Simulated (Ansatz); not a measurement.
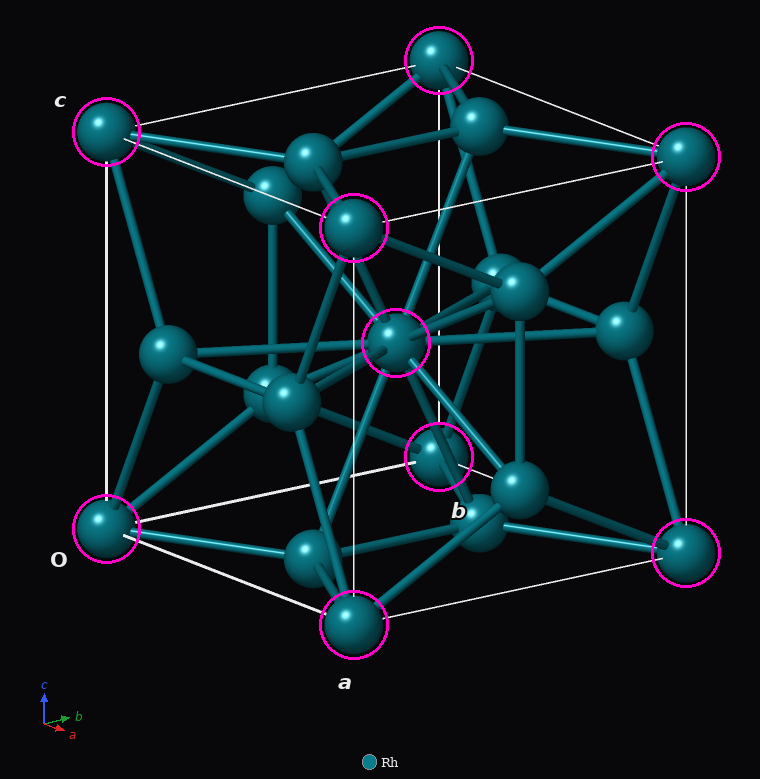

One unit cell; the ringed atoms, with their copies on corners, edges and faces, form one crystallographic orbit. Crystal: Rh, the geometry relaxed with DFT, revPBE, plane waves (420 eV) with PAW, scalar-relativistic (Ansatz); the starting structure was generated, so it need not be a known form of this composition. All values are computed from the atomic coordinates in the standard setting (tolerance 0.002 Å).

a = 4.908 Å, b = 4.908 Å, c = 4.908 Å, α = 90.00°, β = 90.00°, γ = 90.00°; space group Pm-3n, No. 223.

### Which Wyckoff position do the ringed atoms fill?

Rh on 2a, site symmetry m-3.: 48 operations a cell over 24 that keep the site give 2 atoms, with 0 free parameters.

### List their coordinates.

(0, 0, 0); (1/2, 1/2, 1/2).
